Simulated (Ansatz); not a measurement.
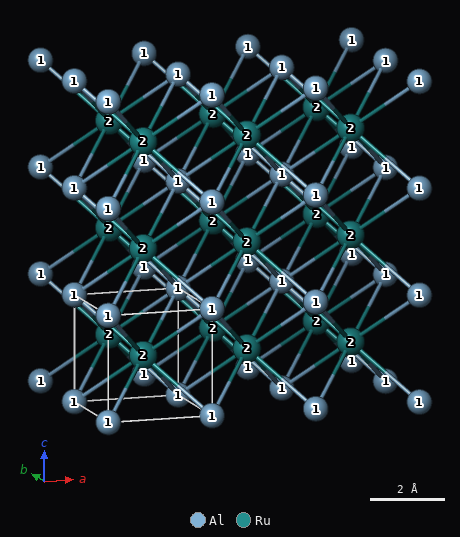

Reference structure: solid AlRu (set up in Pm-3m). The picture is a ball-and-stick view of the cell of the calculation, repeated 3 × 2 × 3 with one cell outlined, seen slightly off an axis.

Level of theory: DFT r2SCAN, scalar-relativistic, plane waves, PAW (Ansatz 0.2.0). Set-up: plane-wave cutoff 500 eV; k-point mesh 14 × 14 × 14; occupations gaussian; smearing width 0.1 eV; no spin polarisation.

The variant: The crystal is put under a hydrostatic pressure of 50 GPa. Cell and atoms are relaxed at that pressure.

The input:
```yaml
crystal:
  lattice:
    - [2.8231281966, 0.0, 0.0]
    - [0.0, 2.8231281966, 0.0]
    - [0.0, 0.0, 2.8231281966]
  atoms:
    - { symbol: Al, position: [0.0, 0.0, 0.0] }
    - { symbol: Ru, position: [0.5, 0.5, 0.5] }
basis:
  ecutwfc: 500
kpoints:
  mp_grid: { grid: [14, 14, 14] }
hamiltonian:
  xc: r2scan
scf:
  occupations: { method: gaussian, width: 0.1 }
output:
  forces: true
  stress: true
  eigenvalues: true
relax:
  adjacent_minimum: "off"
  f_tol: 0.008
  max_steps: 50
  cell: { stress_tol: 0.08, p_target: 50.0 }
```

Launched with:
```bash
ansatz run input.yaml --threads 1 --pin off --max-ram 2560MiB --backend cpu --events-out ev --progress --plain --runs-dir out
```

Q: What does the calculation give for the changed structure?

A: It costs 266 meV per atom. Pressure: 0.0 GPa before, 50.0 GPa after. It is metallic before and after. The drawn cell changes as follows: a = b = c 2.982 → 2.827 Å (−5.2 %); the volume changes by −14.8 %. No atom moves by more than 0.005 Å relative to the cell. Among the bonded contacts that change: Al–Ru 2.583 → 2.449 Å. The space group stays Pm-3m (No. 221).

Drawn alike, the variant:

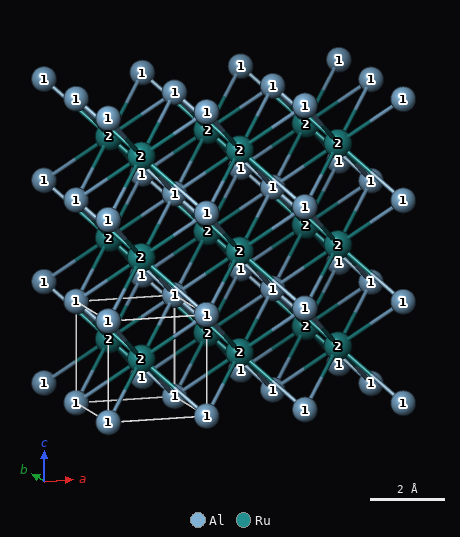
